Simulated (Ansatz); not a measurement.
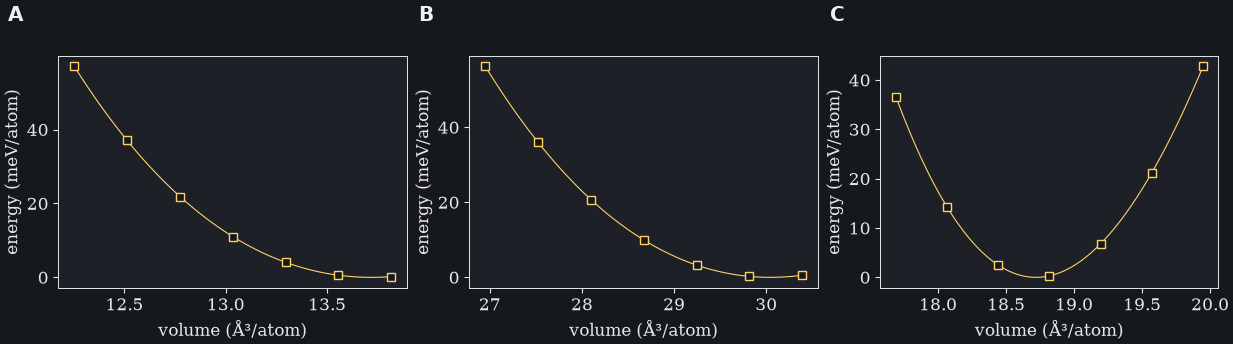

Each panel shows the energy against volume for one of these solids: CdF₂, Fm-3m (No. 225); PbSe, Fm-3m (No. 225); Ta, P6_3/mmc (No. 194).

Computed with Ansatz 0.2.0: all-electron LAPW DFT, no spin polarisation; energies at scaled volumes of the given cell, shape and fractions fixed, counted from the fit's minimum, third-order Birch-Murnaghan fit. Level: PBE.

> Which panel belongs to which solid?

A is CdF₂ (energy from 0.20 meV/atom to 57.09 meV/atom, V0 13.72 Å³/atom, B0 93.8 GPa); B is PbSe (energy from 0.26 meV/atom to 56.22 meV/atom, V0 30.04 Å³/atom, B0 46.9 GPa); C is Ta (energy from 0.30 meV/atom to 42.76 meV/atom, V0 18.72 Å³/atom, B0 189 GPa).

For PbSe, limits of the calculation: spin-orbit coupling left out, heavy elements.

For Ta, limits of the calculation: shape and atomic fractions are frozen while scaling, which makes layered, chain and framework solids too stiff.
